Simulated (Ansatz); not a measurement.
```cif
data_structure
_symmetry_space_group_name_H-M 'P 1'
_symmetry_Int_Tables_number 1
_cell_length_a 7.6792
_cell_length_b 7.6792
_cell_length_c 7.6792
_cell_angle_alpha 60.000
_cell_angle_beta 60.000
_cell_angle_gamma 60.000
_cell_volume 320.21
loop_
_atom_site_label
_atom_site_type_symbol
_atom_site_fract_x
_atom_site_fract_y
_atom_site_fract_z
_atom_site_occupancy
Si1 Si 0.00868 0.99667 0.99926 1
Si2 Si 0.12406 0.12585 0.12668 1
Si3 Si 0.99589 0.99899 0.50361 1
Si4 Si 0.12110 0.12637 0.62715 1
Si5 Si 0.99705 0.50258 0.99931 1
Si6 Si 0.12413 0.62431 0.12671 1
Si7 Si 0.99569 0.50265 0.50344 1
Si8 Si 0.12497 0.62520 0.62549 1
Si9 Si 0.50390 0.99988 0.99904 1
Si10 Si 0.63511 0.12263 0.12063 1
Si11 Si 0.50169 0.00053 0.49788 1
Si12 Si 0.62130 0.12815 0.62492 1
Si13 Si 0.50377 0.49832 0.99882 1
Si14 Si 0.62255 0.62576 0.12682 1
Si15 Si 0.49825 0.50126 0.50001 1
Si16 Si 0.62125 0.62646 0.62485 1
Fe1 Fe 0.25734 0.24636 0.25063 1
```

The SCF solution may not be the lowest one; PAW files of the earlier set (soft_1); spin-polarised.

All numbers below come from DFT r2SCAN-D3(BJ), scalar-relativistic, plane waves, PAW in Ansatz.

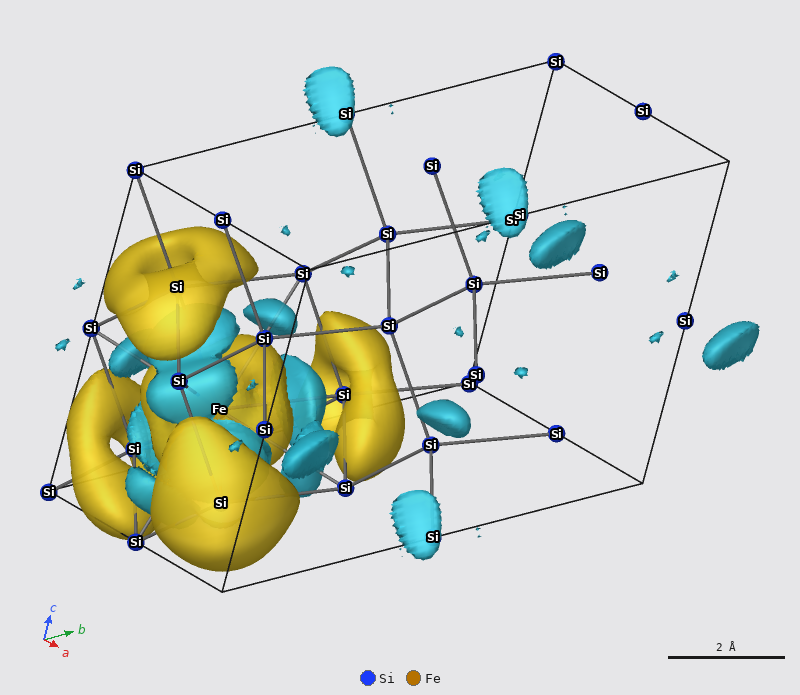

FeSi₁₆ (cell with a defect). Isosurfaces of the spin density (up minus down) at +0.008 (yellow) and −0.008 e/Å³ (cyan), seen slightly off an axis. Sticks mark near contacts.

### Which atoms carry the moments, and with what signs?

The spin density sits on Fe: +2.0 μB in one cell of 17 atoms: a single local moment. The cell of the calculation (17 atoms) carries 2.2 μB of net spin moment.
